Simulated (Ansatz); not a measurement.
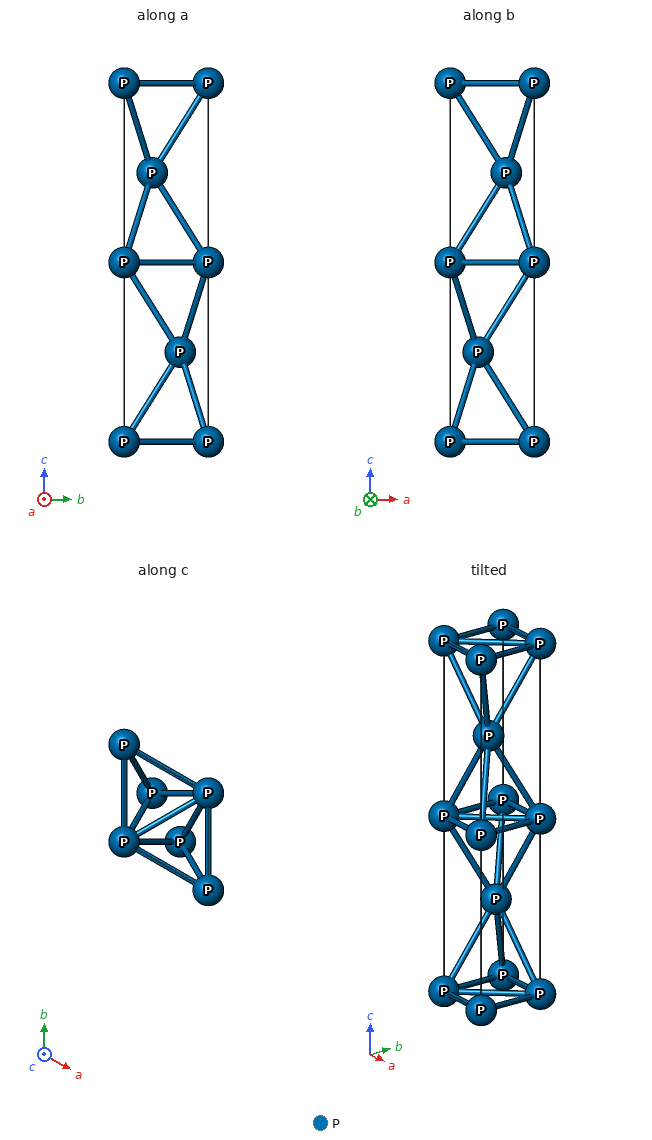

Structure drawing (ball-and-stick), viewed along the a axis, along the b axis, along the c axis and slightly off an axis. The frame is the conventional unit cell; atoms at its boundary are shown with their periodic copies.

Lattice parameters: a = 2.598 Å, b = 2.598 Å, c = 9.585 Å, α = 90.00°, β = 90.00°, γ = 120.00°.

Question: From the views, write a table of Wyckoff sites.

Answer: Space group P6_3/mmc (No. 194).
```csv
atom,site,x,y,z
P,2a,0.0000,0.0000,0.0000
P,2c,0.3333,0.6667,0.2500
```

Its origin is a structure type filled with this element by a generator (whether the element takes this form wasn't checked). Earlier steps of the study may have refined or changed the cell and positions. Ansatz was used for an electronic-structure calculation on it.
